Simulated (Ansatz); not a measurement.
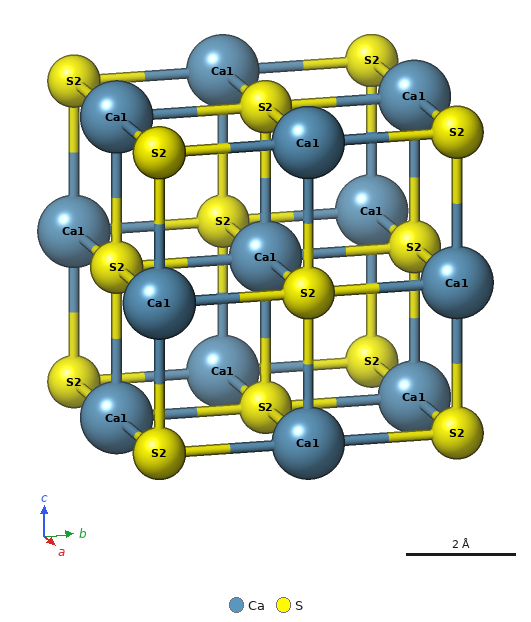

Fig. 1: The structure (ball-and-stick view of the cell 4 times as large as that of the calculation, set on its symmetry axes, seen slightly off an axis; atoms are numbered from 1 in the order of the input).

# What a change does: single-point calculation on CaS

System: CaS (Fm-3m, 2 atoms in the cell).
Method of run 1: DFT r2SCAN, scalar-relativistic, plane waves, PAW, no spin polarisation (Ansatz 0.2.0).

The structure was made by a generator, so it may or may not be a known phase. Text and figures count atoms from 1; the logs count them from 0 in places.

Input, run 1:
```yaml
crystal:
  lattice:
    - [0.0, 2.8559026101, 2.8559026101]
    - [2.8559026101, 0.0, 2.8559026101]
    - [2.8559026101, 2.8559026101, 0.0]
  atoms:
    - { symbol: Ca, position: [0.5, 0.5, 0.5] }
    - { symbol: S, position: [0.0, 0.0, 0.0] }
basis:
  ecutwfc: 500
kpoints:
  mp_grid: { grid: [8, 8, 8] }
hamiltonian:
  xc: r2scan
scf:
  occupations: { method: gaussian, width: 0.02 }
output:
  forces: false
  stress: false
  eigenvalues: true
  eigenstates:
    kpoints:
      - [0.0, 0.0, 0.0]
      - [0.0, 0.00909062, 0.00909062]
      - [0.0, -0.00909062, -0.00909062]
      - [0.00909062, 0.0, 0.00909062]
      - [-0.00909062, 0.0, -0.00909062]
      - [0.00909062, 0.00909062, 0.0]
      - [-0.00909062, -0.00909062, 0.0]
      - [0.006428039, 0.006428039, 0.012856079]
      - [-0.006428039, -0.006428039, -0.012856079]
      - [0.006428039, 0.012856079, 0.006428039]
      - [-0.006428039, -0.012856079, -0.006428039]
      - [0.012856079, 0.006428039, 0.006428039]
      - [-0.012856079, -0.006428039, -0.006428039]
      - [0.010496944, 0.010496944, 0.010496944]
      - [-0.010496944, -0.010496944, -0.010496944]
      - [0.0, 0.5, 0.5]
      - [0.0, 0.50909062, 0.50909062]
      - [0.0, 0.49090938, 0.49090938]
      - [0.00909062, 0.5, 0.50909062]
      - [-0.00909062, 0.5, 0.49090938]
      - [0.00909062, 0.50909062, 0.5]
      - [-0.00909062, 0.49090938, 0.5]
      - [0.006428039, 0.506428039, 0.512856079]
      - [-0.006428039, 0.493571961, 0.487143921]
      - [0.006428039, 0.512856079, 0.506428039]
      - [-0.006428039, 0.487143921, 0.493571961]
      - [0.012856079, 0.506428039, 0.506428039]
      - [-0.012856079, 0.493571961, 0.493571961]
      - [0.010496944, 0.510496944, 0.510496944]
      - [-0.010496944, 0.489503056, 0.489503056]
    e_range: [-4.320028, 4.320028]
checkpoint:
  read: start.run
  write: ck
  compress: false
  write_wavefunctions: false
  write_every: 100000
```

Command:
```bash
ansatz run input.yaml --threads 1 --pin off --max-ram 2048MiB --backend cpu --events-out ev --progress --plain --runs-dir out
```

Hardware: 1 thread of Arm Neoverse V1, 24 GiB of memory available, shared host.

Output, shortened to warnings, some set-up lines, iterations and results (run 1):
```
Basis set: ecut = 500 eV, 1243 PW (Γ), exchange–correlation on 120×120×120 points (64 copies of the dense FFT grid, shifted against one another)
Symmetry: 48 space group operations
k-points: 29 of 512
Initial density: read from a saved state, or passed on in memory by an earlier SCF of this step, an earlier step, the calling program or the single point that the run made first
[...]
SCF iter   1: F=—  HF=-2732.410803 eV  |F-HF|=—  |Δ(HF+E_count)|=         —  Δρ=2.39e-6  dr2=2.68e-9  dr2_τ=1.29e-10  ethr=1.46e-7  ⟨swp⟩=3.1  Hψ=3559  notcnv=0
SCF iter   2: F=-2732.410803 eV  HF=-2732.410803 eV  |F-HF|=5.37e-10  |Δ(HF+E_count)|=   4.57e-8  Δρ=1.59e-6  dr2=9.31e-10  dr2_τ=1.31e-10  ethr=1.68e-11  ⟨swp⟩=5.2  Hψ=1411  …
SCF 1 converged in 2 iterations: F = -2732.410803 eV  dr2 = 9.31e-10
NSCF: frozen V_eff on 30 k-points
SCF converged after 2 iterations
Free energy (F): -2732.410803 eV
Harris-Foulkes:  -2732.410803 eV  (|F-HF|=5.37e-10)
Internal energy: -2732.410803 eV  (E = F + TS)
E sigma→0 (E₀):  -2732.410803 eV
Fermi energy:    7.046913 eV
--- Per-component energies (eV) ---
  E_band       = -147.898922
  E_kinetic    = 385.869169
  E_local      = -825.407539  (includes V_loc(G=0)·N_el)
  E_nonlocal   = 90.994706
  E_hartree    = 270.613330
  E_xc         = -230.066385
  E_vxc        = -290.357584  (∫ρ·V_xc dr)
  E_paw        = -1473.264733  (= ΣΔE_a)
  E_vpaw       = -66.288965  (= ΣTr[D̂ρ^β])
  E_aug_tail   = -0.000003  (compensation charges beyond the density's cutoff)
  E_vtau       = 16.063998  (kinetic-family band-sum trace: ∫τ·v_τ [+ j·A + Jᵃ·Aᵃ] dr)
  E_ewald      = -950.818916
  E_core_change = -0.330432  (= ΣΔE_core)
  E_smearing   = -0.000000  (= −TS)
  E_closure    = 0.000000  (closes the sum)
  Σ components = -2732.410803   (vs F -2732.410803, Δ=0.00e0)
```

The input of run 2 differs as follows (lines with − go, lines with + come):
```diff
-  ecutwfc: 500
+  ecutwfc: 420
-  xc: r2scan
+  xc: pbe
-    e_range: [-4.320028, 4.320028]
+    e_range: [-3.88161, 3.88161]
```

What does this change do to the results?

The total energies belong to different methods, so their difference says nothing on which is more stable or more accurate. The gap on the mesh goes from 2.82 to 2.38 eV. The functional changes from r2SCAN to PBE. The plane waves at Γ go from 1243 to 941.

Output, shortened to warnings, some set-up lines, iterations and results (run 2):
```
Warning: checkpoint.read: basis.xc_grid differs: saved 2, current 1 (points along each axis for each point of the dense box; where the key is left out runs that use forces, runs that use the stress, dielectric runs by a finite field, finite-displacement phonons, runs of phonons.displacement_patterns under a GGA or a meta-GGA, phonons by method: dfpt, dielectric runs by the response, runs on …
Basis set: ecut = 420 eV, 941 PW (Γ)
Symmetry: 48 space group operations
k-points: 29 of 512
Initial density: read from a saved state, or passed on in memory by an earlier SCF of this step, an earlier step, the calling program or the single point that the run made first
[...]
SCF iter   1: F=—  HF=-2723.262074 eV  |F-HF|=—  |Δ(HF+E_count)|=         —  Δρ=1.38e-5  dr2=1.51e-7  ethr=9.02e-7  ⟨swp⟩=2.6  Hψ=3341  notcnv=0
SCF iter   2: F=—  HF=-2723.262074 eV  |F-HF|=—  |Δ(HF+E_count)|=   3.57e-7  Δρ=7.42e-6  dr2=4.05e-8  ethr=6.25e-10  ⟨swp⟩=1.6  Hψ=1290  notcnv=0
SCF iter   3: F=-2723.262074 eV  HF=-2723.262074 eV  |F-HF|=7.27e-10  |Δ(HF+E_count)|=   1.17e-8  Δρ=2.14e-6  dr2=2.27e-9  ethr=2.53e-10  ⟨swp⟩=1.0  Hψ=909  notcnv=0
SCF 1 converged in 3 iterations: F = -2723.262074 eV  dr2 = 2.27e-9
NSCF: frozen V_eff on 30 k-points
SCF converged after 3 iterations
Free energy (F): -2723.262074 eV
Harris-Foulkes:  -2723.262074 eV  (|F-HF|=7.27e-10)
Internal energy: -2723.262074 eV  (E = F + TS)
E sigma→0 (E₀):  -2723.262074 eV
Fermi energy:    7.068748 eV
--- Per-component energies (eV) ---
  E_band       = -136.188707
  E_kinetic    = 386.290522
  E_local      = -827.594297  (includes V_loc(G=0)·N_el)
  E_nonlocal   = 91.644162
  E_hartree    = 271.818689
  E_xc         = -235.948466
  E_vxc        = -260.721926  (∫ρ·V_xc dr)
  E_paw        = -1458.653765  (= ΣΔE_a)
  E_vpaw       = -69.445100  (= ΣTr[D̂ρ^β])
  E_aug_tail   = -0.000004  (compensation charges beyond the density's cutoff)
  E_ewald      = -950.818916
  E_smearing   = -0.000000  (= −TS)
  E_closure    = 0.000000  (closes the sum)
  Σ components = -2723.262074   (vs F -2723.262074, Δ=0.00e0)
```

The two runs side by side:

| quantity | run 1 | run 2 |
| --- | --- | --- |
| outcome | converged | converged |
| free energy per atom (eV) | −1366.2054 | −1361.6310 |
| gap on the mesh (eV) | 2.82 | 2.38 |
| irreducible k-points | 29 | 29 |
| plane waves at Γ | 1243 | 941 |
| wall time (shared host) | 3.7 s | 1.7 s |
